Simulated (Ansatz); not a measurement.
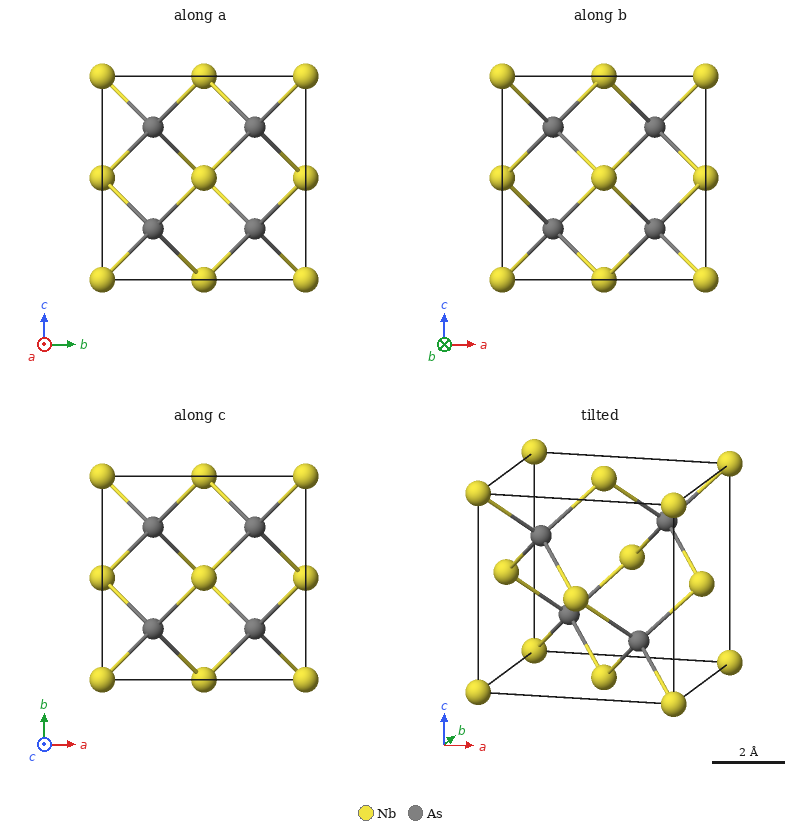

Shown here is a ball-and-stick view of the crystal, taken along the a axis, along the b axis, along the c axis and slightly off an axis. Atoms at the boundary of the conventional unit cell (the box) are drawn once for each face, edge or corner they touch.

Lattice parameters: a = 5.692 Å, b = 5.692 Å, c = 5.692 Å, α = 90.00°, β = 90.00°, γ = 90.00°. Put a along x and b in the xy plane.

Convert the drawing into a POSCAR file.

```
Nb As
1.0
     5.692    0.000    0.000
     0.000    5.692    0.000
     0.000    0.000    5.692
Nb As
4 4
Direct
  0.0000 0.0000 0.0000
  0.0000 0.5000 0.5000
  0.5000 0.0000 0.5000
  0.5000 0.5000 0.0000
  0.2500 0.2500 0.7500
  0.2500 0.7500 0.2500
  0.7500 0.2500 0.2500
  0.7500 0.7500 0.7500
```

The structure was taken from a structure type filled with these elements by a generator (whether the compound takes this form wasn't checked). Earlier steps of the study, as a rule a relaxation of our own, may have changed the cell and positions, so they can lie some per cent off the listed ones. It was the input of a calculation with Ansatz.

At this level of theory the run's own cell isn't at rest (compressed, at 6 GPa), so its distances can differ from those at equilibrium, the more so the softer the solid.
